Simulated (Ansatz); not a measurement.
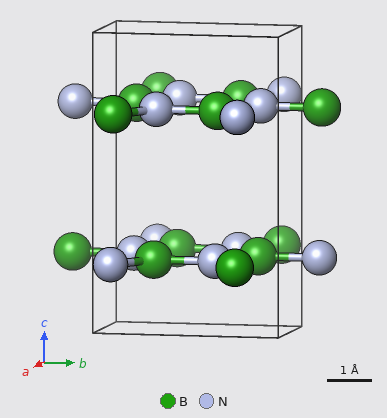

The crystal in a ball-and-stick representation, seen slightly off an axis. The frame is the conventional unit cell; atoms at its boundary are shown with their periodic copies. Periodic images bonded to atoms of the box are shown as well.

BN, space group Cmcm (No. 63), a = 2.396 Å, b = 4.332 Å, c = 6.893 Å, α = 90.00°, β = 90.00°, γ = 90.00°. Provenance: a structure type filled with these elements by a generator (whether the compound takes this form wasn't checked). The cell was then strained or its atoms displaced on purpose. It went into a calculation with Ansatz.

This one geometry was computed with Ansatz (DFT, plane waves, PAW) at three levels of theory: PBE, HSE06 and r2SCAN. It was relaxed with r2SCAN and then strained.

Question: Which level gives the highest pressure at this volume, and what does that say about its equilibrium volume?

Answer: Highest: PBE (20.5 GPa), which points to the largest equilibrium volume. Lowest, with the smallest volume: HSE06 (15.8 GPa). Levels within 0.5 GPa of each other can't be told apart.

Question: How does the band gap change with the level of theory?

Answer: PBE: a gap of 4.20 eV, indirect; r2SCAN: a gap of 4.73 eV, indirect; HSE06: a gap of 5.49 eV, indirect.

Question: Collect the results in a table.

Answer:
| level | cutoff (eV) | k-mesh of the run's cell | gap (eV) | pressure (GPa) |
| --- | --- | --- | --- | --- |
| PBE | 420 | 12×12×4 | 4.20 | 20.5 |
| HSE06 | 420 | 9×9×4 | 5.49 | 15.8 |
| r2SCAN | 500 | 12×12×4 | 4.73 | 16.8 |

Gaps are taken on the k-mesh or band path of each run.
